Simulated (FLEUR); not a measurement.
System: PbF₂, space group Fm-3m (No. 225).

The given structure:
```
CELL_PARAMETERS angstrom
0.00000 2.96366 2.96366
2.96366 0.00000 2.96366
2.96366 2.96366 0.00000
ATOMIC_POSITIONS crystal
Pb 0.00000 0.00000 0.00000
F 0.75000 0.75000 0.75000
F 0.25000 0.25000 0.25000
```

Calculation (FLEUR MaX-R8.1 (later development tree)): all-electron LAPW DFT, no spin polarisation; energies at scaled volumes of the given cell, shape and fractions fixed, counted from the fit's minimum, third-order Birch-Murnaghan fit. Level: PBE.

| setting | value |
| --- | --- |
| k mesh | 8×8×8 |
| occupations | Fermi–Dirac |
| smearing width | 0.05 eV |
| potentials | all electron |
| program settings | basis FLAPW, kmax 4.19 1/bohr |

Predict the energy against volume. The volume takes the values 16.31, 16.66, 17.01, 17.35, 17.70, 18.05, 18.39 Å³/atom.

A third-order Birch–Murnaghan fit gives V0 = 17.98 Å³/atom, B0 = 70.8 GPa and B′ = 3.1. The energy is 39.06 meV/atom at volume 16.31 Å³/atom and 2.04 meV/atom at 18.39 Å³/atom; the lowest computed point is at volume 18.05 Å³/atom (0.04 meV/atom).

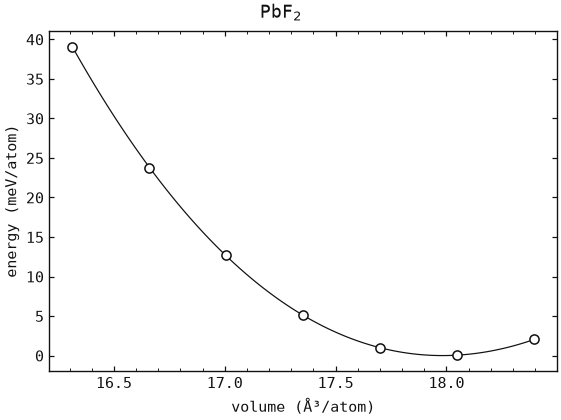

Keep in mind: spin-orbit coupling left out, heavy elements.
